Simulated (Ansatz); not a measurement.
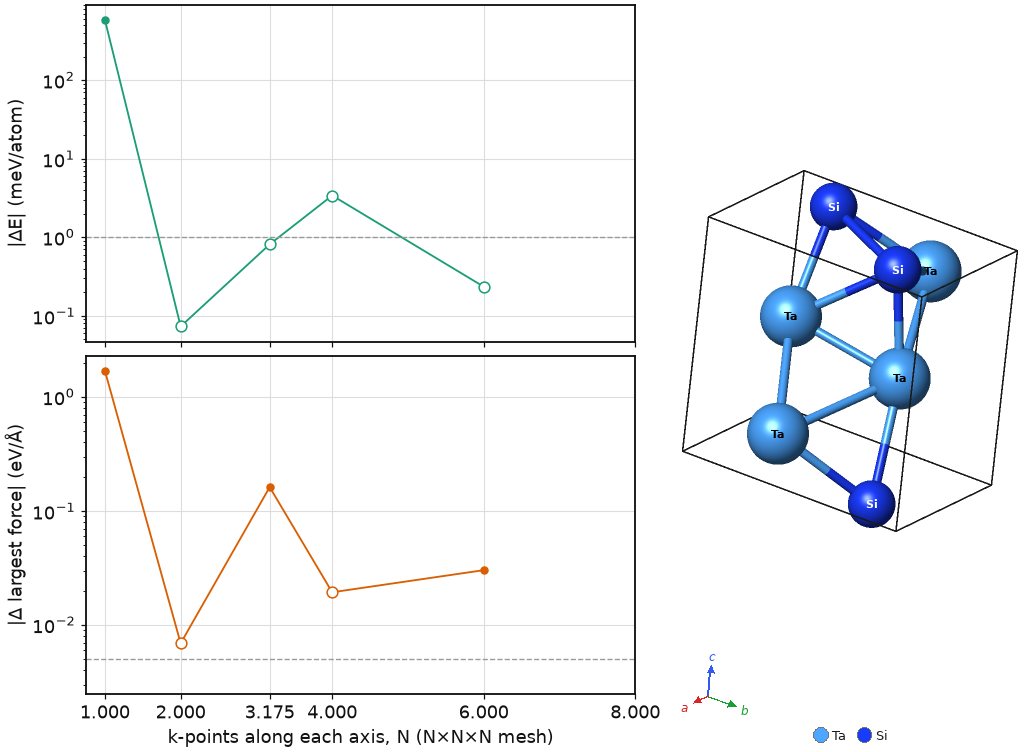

Beside the plot: the structure.

Convergence test: the k-point mesh is varied and all else is held.
System: Ta2Si (P1, 6 atoms in the cell).
Method: Ansatz 0.2.0, DFT r2SCAN, scalar-relativistic, plane waves, PAW; cutoff 500 eV, Gaussian smearing of 0.1 eV.
ΔE is the free energy less its value at the densest setting, 8×8×8.
Dashed lines or grey bands mark the tolerance: 1 meV/atom and 0.005 eV/Å.
On logarithmic panels, open markers lie below the reference value and filled ones above.
The atoms sit off their equilibrium sites.

Q: What is enough for the free energy to 1 meV/atom?

A: The free energy is within 1 meV/atom of the densest setting's value from 6×6×6 on. The agreement at 2×2×2 and 4×4×2 is by chance. It is off by 590 meV/atom at 1×1×1, 0.81 meV/atom at 4×4×2 and 3.4 meV/atom at 4×4×4 (on both sides of it). The system is metallic at this level, and the Fermi surface makes the k-point sum converge slowly and unevenly.

Q: And the largest force, to 0.005 eV/Å?

A: The largest force at the last setting but one, 6×6×6, is still more than 0.005 eV/Å from the densest setting's value, so the scan doesn't show it converged. It is off by 1.7 eV/Å at 1×1×1, 0.16 eV/Å at 4×4×2 and 0.03 eV/Å at 6×6×6 (on both sides of it).
